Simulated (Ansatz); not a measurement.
## ZnCu in space group Pm-3m: the states at the Fermi level

The calculation's input:

```yaml
crystal:
  lattice:
    - [2.945, 0.0, 0.0]
    - [0.0, 2.945, 0.0]
    - [0.0, 0.0, 2.945]
  atoms:
    - { symbol: Zn, position: [0.5, 0.5, 0.5] }
    - { symbol: Cu, position: [0.0, 0.0, 0.0] }
basis:
  ecutwfc: 420
kpoints:
  mp_grid: { grid: [14, 14, 14] }
hamiltonian:
  xc: pbe
scf:
  occupations: { method: gaussian, width: 0.05 }
output:
  forces: true
  eigenvalues: true
  eigenstates:
    nscf_kmesh: { grid: [34, 34, 34] }
    top_band: c6
    de_dk: true
    localisation: true
  stress: true
checkpoint:
  write: ck
  compress: false
  write_wavefunctions: false
  write_every: 100000
```

Launched as:

```sh
ansatz run input.yaml --threads 1 --pin off --max-ram 3072MiB --backend cpu --events-out ev --progress --plain --runs-dir out
```

Theory: Ansatz 0.2.0, DFT PBE, scalar-relativistic, plane waves, PAW; levels and slopes on a dense k mesh at the converged density. No spin polarisation. The levels come from a k mesh of 34×34×34 points. Cell and positions as given, without relaxation.

Part 1: The sheets

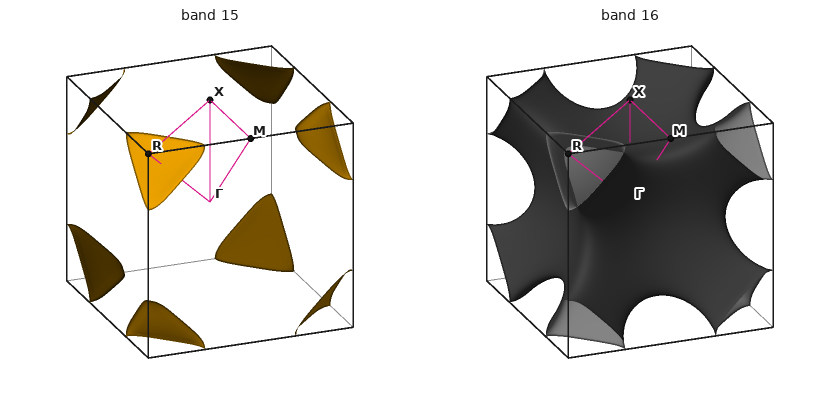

Computed Fermi surface of this crystal. Each panel holds one band. The brighter face of a sheet looks towards empty states.

Question: Summarise the topology of this Fermi surface.

Answer: Two bands cross the Fermi level; this is a three-dimensional metal.

Band 15: one hole pocket centred at R (4.1 % of the zone).
Band 16: an open network that joins neighbouring zones in all directions (the band is filled at M and X and empty at Γ and R).
A pocket cut by a face of the zone is counted once with the part on the opposite face.

Question: How large are the density of states and the plasma frequency?

Answer: The density of states at the Fermi level is 0.50 states/eV per primitive cell. The intraband plasma frequency is 9.4 eV in all directions.

Part 2: Speeds

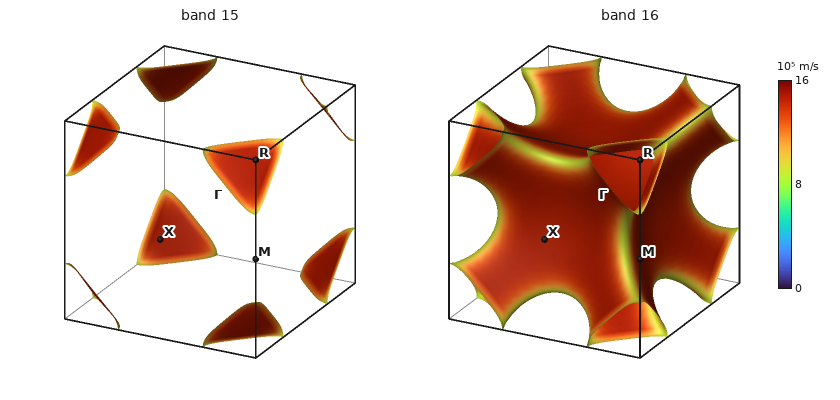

Fermi surface of this crystal, coloured by the Fermi speed.

Question: Give the range and mean of the Fermi speed for each band.

Answer: Band 15: 9.8 to 15 × 10⁵ m/s over most of the sheet, 13 × 10⁵ m/s on average over states. Band 16: 9.3 to 15 × 10⁵ m/s over most of the sheet, 13 × 10⁵ m/s on average over states.

Question: Which of these bands adds most to the density of states at the Fermi level?

Answer: Band 16, with 0.43 of 0.50 states/eV per cell.

Part 3: Weight on the atoms

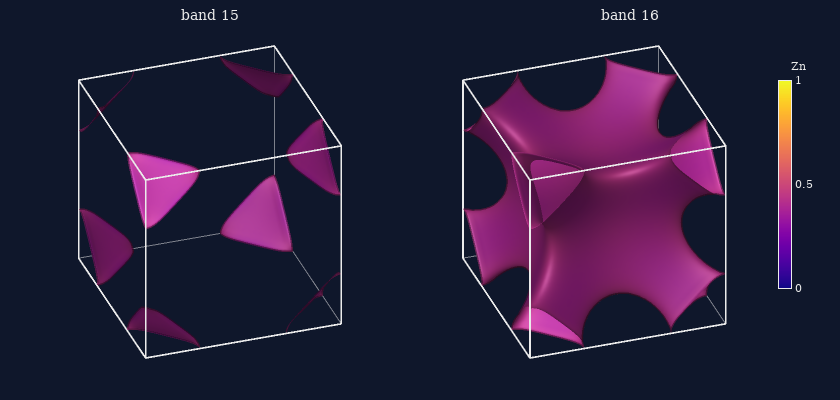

Fermi surface of this crystal, coloured by the weight of the states on Zn (Voronoi cells).

Question: How much Zn character do the sheets have, and what else?

Answer: Band 15: Cu (61 %) and Zn (39 %). Band 16: Cu (59 %) and Zn (41 %).

Part 4: Cuts and bands

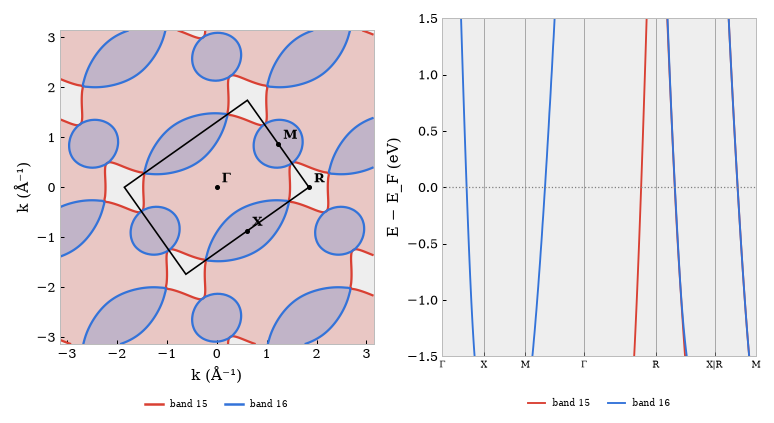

This crystal: cut through the Fermi surface in the plane through Γ, R and M, filled states shaded, and the bands that cross the Fermi level.

Question: For each band, read its level at the labelled points (eV from the Fermi level).

Answer:
```
   band      Γ      R      M      X
band 15  below  above  below  below
band 16  above  above  below  below
```

Negative values are filled states; "above" and "below" lie outside the plotted window.

Necks and pockets thinner than about two mesh steps aren't resolved, so separate pockets may in truth be joined.

Time for the whole run: 30 s on 1 thread of Arm Neoverse V1, with other jobs on the host, peak memory 0.54 GiB.
